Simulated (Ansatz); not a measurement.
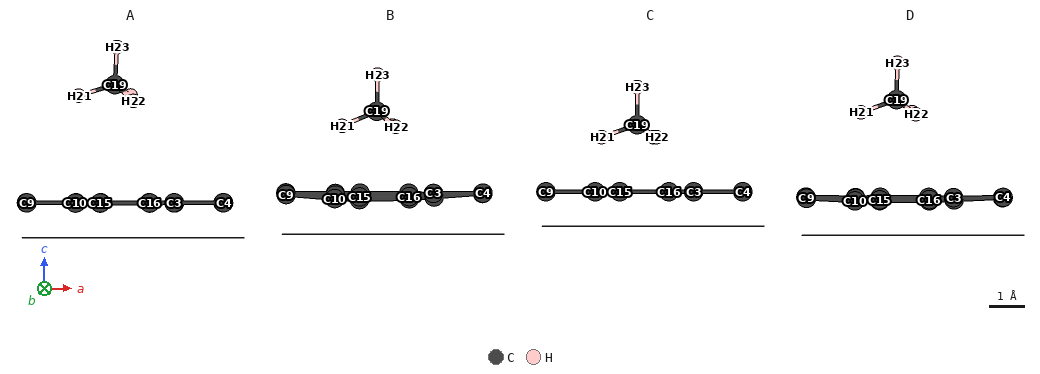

4 geometries from one relaxation of a slab of composition H4C19, in shuffled order. Style: ball-and-stick. Shown: the cell of the calculation, outlined in the plane, without the vacuum (origin shifted), along the b axis.

It is CH4 on graphene monolayer, set down by a guess. The run prepares an end point of a later path (molecule hop) calculation, from a guessed geometry.

Level of theory: DFT PBE-D3(BJ), scalar-relativistic, plane waves, PAW (Ansatz). Settings: plane-wave cutoff 420 eV; k-point mesh 2 × 2 × 1; occupations gaussian; smearing width 0.02 eV; no spin polarisation; atoms relaxed in a fixed cell; force threshold 0.03 eV/Å; at most 60 steps.

> Put them in the order of the run, from the start to the converged end.

C, B, D, A. They are steps 0, 2, 4, 10, at +4.541 eV per cell of the calculation, +0.908 eV per cell of the calculation, +0.172 eV per cell of the calculation relative to the last. The largest moves relative to the layer's centre, 1.22 Å, are those of H atoms. Largest moves by element: H 1.22 Å, C 1.17 Å. The cell stays as it was. Near-neighbour distances that change, for instance: C–C 1.424 → 1.407 Å, C–C 1.424 → 1.432 Å. Over 9 accepted moves (10 points after the start) the energy falls by 4.541 eV per cell of the calculation. Largest force component: 6 eV/Å at the start, 0.019 eV/Å at the end. The line search rejected the trial step at point 7 of the run.

Limits of the set-up: the periodic images lie only 7.4 Å apart, so the values are limited by the cell's size.
